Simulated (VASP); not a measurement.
CoSi2: ELF calculation (part 2 of 2)

Continued. System: CoSi2 (Fm-3m, 3 atoms in the cell). Method: Kohn-Sham DFT of a periodic cell, PBEsol, VASP PAW PBE potentials, recommended, spin-polarised (VASP 6.6.1); cutoff 520 eV, 9×9×9 k-mesh, Gaussian smearing of 0.02 eV, collinear spins. The structure derives from an entry of the Crystallography Open Database.

Geometry of the input (Å; fractional positions):
```
0.0000  2.6780  2.6780
2.6780  0.0000  2.6780
2.6780  2.6780  0.0000
Co 0.0000  0.0000  0.0000
Si 0.7500  0.7500  0.7500
Si 0.2500  0.2500  0.2500
```

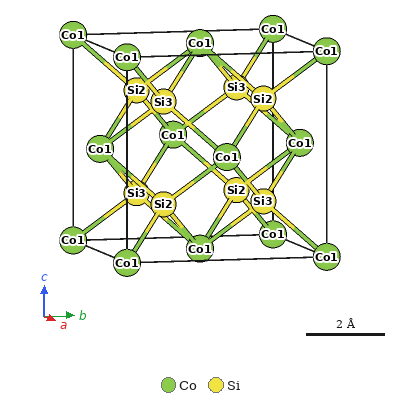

Fig. 1: The input geometry (ball-and-stick view of the cell 4 times as large as that of the calculation, set on its symmetry axes, seen slightly off an axis; atoms are numbered from 1 in the order of the input).

Parts of OUTCAR, continued:
```
   LEPSILON=     F    determine dielectric tensor
   LRPA    =     F    only Hartree local field effects (RPA)
 spin polarized calculation
 Gauss-broadening in eV      SIGMA  =   0.02
  energy-cutoff  :      520.00
  volume of cell :       38.41
 maximum number of plane-waves:      1044
   NGX = 15   NGY = 15   NGZ = 15

 number of electron      16.9999995 magnetization       0.0002078

 number of electron      16.9999995 magnetization      -0.0005250

 Free energy of the ion-electron system (eV)
  ---------------------------------------------------
  ext. energy  EPLUGINS =         0.00000000
  ---------------------------------------------------
  free energy    TOTEN  =       -20.96405036 eV

  energy without entropy =      -20.96375505  energy(sigma->0) =      -20.96390270

 E-fermi :   9.9548     XC(G=0): -11.8554     alpha+bet :-17.4956

 val. band max:        9.9446175586   @ k =  -0.2222   0.1111   0.0000
 cond. band min:       9.9925419728   @ k =   0.3333   0.1111   0.0000
 fundamental gap:      0.0479244142
 Fermi energy:         9.9548218466

 spin component 1

 k-point     1 :       0.0000    0.0000    0.0000
  band No.  band energies     occupation
      1      -3.1224      1.00000
      2       5.9202      1.00000
      3       5.9202      1.00000
      4       5.9202      1.00000
      5       8.1011      1.00000
      6       8.1011      1.00000
      7      10.7862      0.00000
      8      13.4248      0.00000
      9      13.4248      0.00000
     10      13.4248      0.00000
     11      13.4294      0.00000
     12      13.4294      0.00000
     13      13.4294      0.00000

 k-point     2 :       0.1111    0.0000    0.0000
  band No.  band energies     occupation
      1      -2.9350      1.00000
      2       5.4691      1.00000
      3       5.9859      1.00000
      4       5.9859      1.00000
      5       8.0469      1.00000
      6       8.0469      1.00000
      7      10.7787      0.00000
      8      11.7457      0.00000
      9      12.4344      0.00000
     10      12.4344      0.00000
     11      14.3955      0.00000
     12      14.3955      0.00000
     13      15.2330      0.00000

 k-point     3 :       0.2222    0.0000    0.0000
  band No.  band energies     occupation
      1      -2.3788      1.00000
      2       4.3360      1.00000
      3       6.1521      1.00000
      4       6.1521      1.00000
      5       7.9618      1.00000
      6       7.9618      1.00000
      7       9.4482      1.00000
      8      11.4491      0.00000
      9      11.4491      0.00000
     10      12.1140      0.00000
     11      14.0537      0.00000
     12      14.0537      0.00000
     13      14.7072      0.00000

 k-point     4 :       0.3333    0.0000    0.0000
  band No.  band energies     occupation
      1      -1.4756      1.00000
      2       2.8427      1.00000
      3       6.3228      1.00000
      4       6.3228      1.00000
      5       8.0232      1.00000
      6       8.0232      1.00000
      7       8.3820      1.00000
      8      10.4628      0.00000
      9      10.4628      0.00000
     10      12.5802      0.00000
     11      13.6281      0.00000
     12      13.6281      0.00000
     13      14.3518      0.00000

 k-point     5 :       0.4444    0.0000    0.0000
  band No.  band energies     occupation
      1      -0.2843      1.00000
      2       1.2852      1.00000
      3       6.4043      1.00000
      4       6.4043      1.00000
      5       7.8750      1.00000
      6       8.2953      1.00000
      7       8.2953      1.00000
      8       9.6783      1.00000
      9       9.6783      1.00000
     10      12.6541      0.00000
     11      13.4453      0.00000
     12      13.4453      0.00000
     13      14.3424      0.00000

 [... the levels of 18 k-points are left out ...]

 k-point    24 :       0.4444    0.4444    0.0000
  band No.  band energies     occupation
      1       0.5417      1.00000
      2       3.2903      1.00000
      3       3.6282      1.00000
      4       6.3101      1.00000
      5       6.3101      1.00000
      6       8.1363      1.00000
      7       8.1363      1.00000
      8       8.1438      1.00000
      9       8.6594      1.00000
     10      11.5779      0.00000
     11      12.8870      0.00000
     12      18.5690      0.00000
     13      19.2733      0.00000

 [... further k-points ...]

 spin component 2

 k-point     1 :       0.0000    0.0000    0.0000
  band No.  band energies     occupation
      1      -3.1225      1.00000
      2       5.9200      1.00000
      3       5.9200      1.00000
      4       5.9200      1.00000
      5       8.1009      1.00000
      6       8.1009      1.00000
      7      10.7862      0.00000
      8      13.4247      0.00000
      9      13.4247      0.00000
     10      13.4247      0.00000
     11      13.4292      0.00000
     12      13.4292      0.00000
     13      13.4292      0.00000

 k-point     2 :       0.1111    0.0000    0.0000
  band No.  band energies     occupation
      1      -2.9350      1.00000
      2       5.4689      1.00000
      3       5.9857      1.00000
      4       5.9857      1.00000
      5       8.0468      1.00000
      6       8.0468      1.00000
      7      10.7785      0.00000
      8      11.7456      0.00000
      9      12.4342      0.00000
     10      12.4342      0.00000
     11      14.3954      0.00000
     12      14.3954      0.00000
     13      15.2374      0.00000

 k-point     3 :       0.2222    0.0000    0.0000
  band No.  band energies     occupation
      1      -2.3789      1.00000
      2       4.3359      1.00000
      3       6.1520      1.00000
      4       6.1520      1.00000
      5       7.9617      1.00000
      6       7.9617      1.00000
      7       9.4479      1.00000
      8      11.4490      0.00000
      9      11.4490      0.00000
     10      12.1139      0.00000
     11      14.0536      0.00000
     12      14.0536      0.00000
     13      14.7072      0.00000

 k-point     4 :       0.3333    0.0000    0.0000
  band No.  band energies     occupation
      1      -1.4756      1.00000
      2       2.8427      1.00000
      3       6.3226      1.00000
      4       6.3226      1.00000
      5       8.0230      1.00000
      6       8.0230      1.00000
      7       8.3818      1.00000
      8      10.4627      0.00000
      9      10.4627      0.00000
     10      12.5802      0.00000
     11      13.6280      0.00000
     12      13.6280      0.00000
     13      14.3517      0.00000

 k-point     5 :       0.4444    0.0000    0.0000
  band No.  band energies     occupation
      1      -0.2844      1.00000
      2       1.2851      1.00000
      3       6.4042      1.00000
      4       6.4042      1.00000
      5       7.8747      1.00000
      6       8.2951      1.00000
      7       8.2951      1.00000
      8       9.6783      1.00000
      9       9.6783      1.00000
     10      12.6541      0.00000
     11      13.4452      0.00000
     12      13.4452      0.00000
     13      14.3422      0.00000

 [... the levels of 18 k-points are left out ...]

 k-point    24 :       0.4444    0.4444    0.0000
  band No.  band energies     occupation
      1       0.5417      1.00000
      2       3.2903      1.00000
      3       3.6281      1.00000
      4       6.3101      1.00000
      5       6.3101      1.00000
      6       8.1360      1.00000
      7       8.1360      1.00000
      8       8.1436      1.00000
      9       8.6592      1.00000
     10      11.5776      0.00000
     11      12.8869      0.00000
     12      18.5690      0.00000
     13      19.2732      0.00000

 [... further k-points ...]

------------------------ aborting loop because EDIFF is reached ----------------------------------------

  FORCE on cell =-STRESS in cart. coord.  units (eV):
  Direction    XX          YY          ZZ          XY          YZ          ZX
  --------------------------------------------------------------------------------------
  -------------------------------------------------------------------------------------
  Total       -1.0330476     -1.0330476     -1.0330476      0.0000000      0.0000000     -0.0000000
  in kB      -43.0892763    -43.0892763    -43.0892763      0.0000000      0.0000000     -0.0000000
  external PRESSURE =     -43.0892763 kB  Pullay stress =       0.0000000 kB

 VOLUME and BASIS-vectors are now :
 -----------------------------------------------------------------------------
  energy-cutoff  :      520.00
  volume of cell :       38.41
      direct lattice vectors                 reciprocal lattice vectors
     0.000000000  2.678000000  2.678000000    -0.186706497  0.186706497  0.186706497
     2.678000000  0.000000000  2.678000000     0.186706497 -0.186706497  0.186706497
     2.678000000  2.678000000  0.000000000     0.186706497  0.186706497 -0.186706497

 POSITION                                       TOTAL-FORCE (eV/Angst)
 -----------------------------------------------------------------------------------
      0.00000      0.00000      0.00000        -0.000000     -0.000000     -0.000000
      4.01700      4.01700      4.01700        -0.000000      0.000000      0.000000
      1.33900      1.33900      1.33900         0.000000      0.000000     -0.000000
 -----------------------------------------------------------------------------------
    total drift:                               -0.000000     -0.000000      0.000000

  FREE ENERGIE OF THE ION-ELECTRON SYSTEM (eV)
  ---------------------------------------------------
  free  energy   TOTEN  =       -20.9640503616 eV

  energy  without entropy=      -20.9637550456  energy(sigma->0) =      -20.96390270

 total charge

# of ion       s       p       d       tot
------------------------------------------
    1        0.543   0.720   7.604   8.867
    2        0.718   0.870   0.000   1.588
    3        0.718   0.870   0.000   1.588
--------------------------------------------------
tot          1.979   2.460   7.604  12.043

 magnetization (x)

# of ion       s       p       d       tot
------------------------------------------
    1       -0.000  -0.000  -0.000  -0.000
    2       -0.000   0.000   0.000  -0.000
    3       -0.000   0.000   0.000  -0.000
--------------------------------------------------
tot         -0.000  -0.000  -0.000  -0.000
```

CONTCAR:
```
CoSi2
   1.00000000000000
     0.0000000000000000    2.6779999999999999    2.6779999999999999
     2.6779999999999999    0.0000000000000000    2.6779999999999999
     2.6779999999999999    2.6779999999999999    0.0000000000000000
  Co              Si
     1     2
Direct
     0.0000000000000000    0.0000000000000000    0.0000000000000000
     0.7500000000000000    0.7500000000000000    0.7500000000000000
     0.2500000000000000    0.2500000000000000    0.2500000000000000

  0.00000000E+00  0.00000000E+00  0.00000000E+00
  0.00000000E+00  0.00000000E+00  0.00000000E+00
  0.00000000E+00  0.00000000E+00  0.00000000E+00
```
